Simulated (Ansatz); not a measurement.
# WSe₂: geometry relaxation (part 3 of 3)

WSe₂ (6 atoms in the cell); DFT PBE, scalar-relativistic, plane waves, PAW, no spin polarisation (Ansatz 0.2.0); cutoff 420 eV, 12×12×2 k-mesh, Gaussian smearing of 0.02 eV. The structure derives from a Materials Project entry.

Geometry of the input (Å; fractional positions):
```
3.3199  0.0000  0.0000
-1.6600  2.8751  0.0000
0.0000  0.0000  13.7372
W  0.6667  0.3333  0.7500
W  0.3333  0.6667  0.2500
Se 0.3333  0.6667  0.8710
Se 0.6667  0.3333  0.3710
Se 0.3333  0.6667  0.6290
Se 0.6667  0.3333  0.1290
```

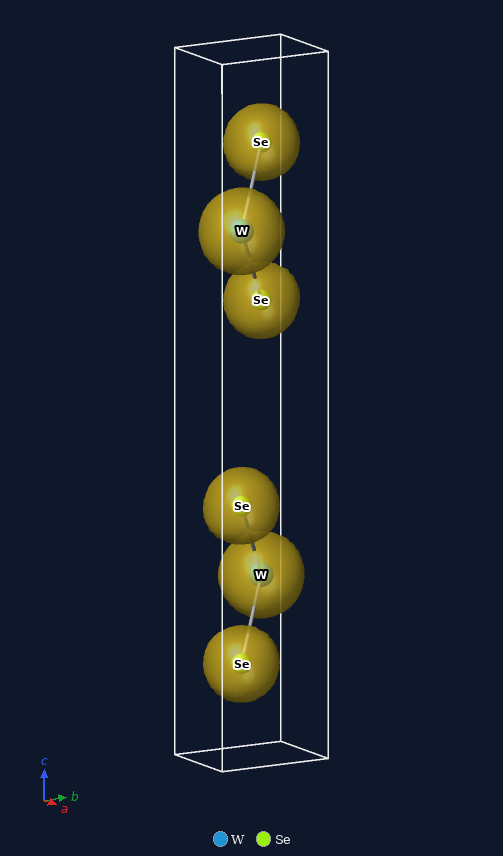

**Figure 1.** Isosurface of the valence pseudo-density at 1 e/Å³ (yellow), seen slightly off an axis. Sticks mark near contacts. The outline is the cell set on symmetry axes. At this value the density breaks into separate islands; it holds about 70 % of the electrons treated as valence (semicore included). It is pinched off along the W–Se (2.55 Å) contacts. On the grid the lowest density along these lines, outside the cores, is 0.54 e/Å³ (W–Se, 2.55 Å).

**Results in brief**

| quantity | value |
| --- | --- |
| outcome | converged |
| space group (tolerance 0.01 Å) | P6₃/mmc (194) |
| electrons treated | 92 |
| free energy | −42649.3299 eV |
| Fermi energy | 10.678 eV |
| gap on the k-point mesh | 1.46 eV |
| pressure | 0.01 GPa |
| final volume | 143.69 Å³ |
| largest force (length of the vector) at the end | 0.001 eV/Å |
| final cell | a = 3.321 Å, b = 3.321 Å, c = 15.044 Å, α = 90.00°, β = 90.00°, γ = 120.00° |
| wall time | 34 s (CPU time 2.2 min) |
| peak memory | 0.66 GiB |

**Notes**

Spin–orbit coupling is left out, which matters for W.
